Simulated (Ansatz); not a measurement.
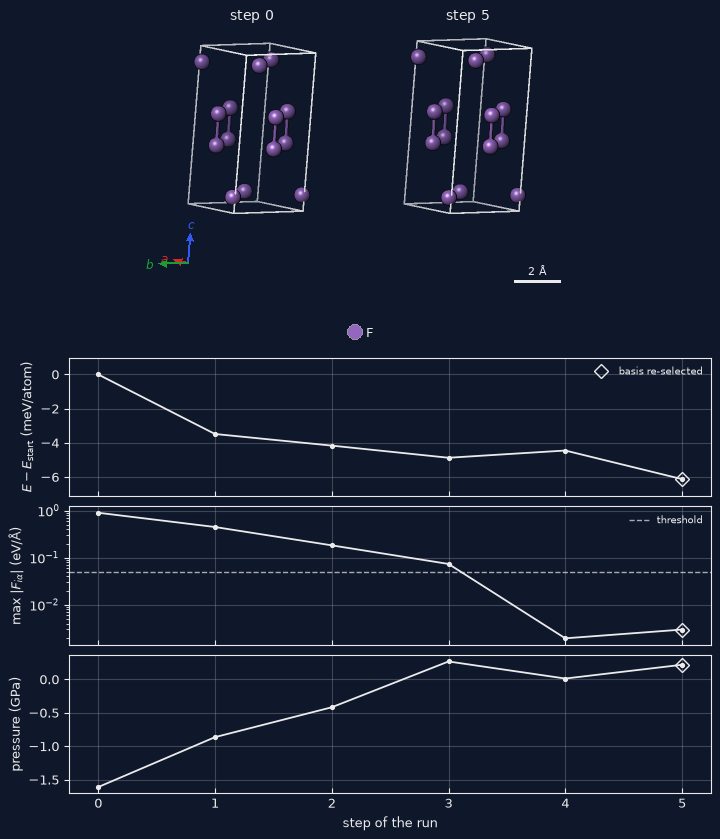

First and last geometry of a relaxation of crystalline F (set up in C2/m) (coarse preliminary run), with the history of the run. Style: ball-and-stick. Shown: the conventional cell (2 times the calculation's cell), from a free direction. Lengths and directions refer to the drawn axes.

Theory: Ansatz 0.2.0, DFT PBE+D3(BJ), scalar-relativistic, plane waves, PAW. Settings: plane-wave cutoff 420 eV; k-point mesh 8 × 8 × 4; occupations gaussian; smearing width 0.1 eV; no spin polarisation; cell and atoms relaxed; force threshold 0.05 eV/Å; at most 80 steps.

Q: Read the history and describe the run.

A: It converged. Over 4 accepted moves (5 points after the start) the energy falls by 6.1 meV per atom. Largest force component: 0.9 eV/Å at the start, 0.003 eV/Å at the end. Pressure: −1.61 GPa at the start and 0.22 GPa at the end. At 1 point the geometry stayed and the basis and grid were re-selected for the new cell (energy shift of 1.7 meV per atom at most each time). The largest moves relative to the cell, 0.050 Å, are those of F atoms. The volume changes by +2.8 %, with a 5.500 → 5.514 Å (+0.3 %), b 3.280 → 3.267 Å (−0.4 %), c 7.284 → 7.492 Å (+2.9 %), β 102.2° → 102.0°. Some distances before and after: F–F 1.446 → 1.416 Å. The space group stays C2/m (No. 12). The run took of the order of 24 core-seconds on a shared host.
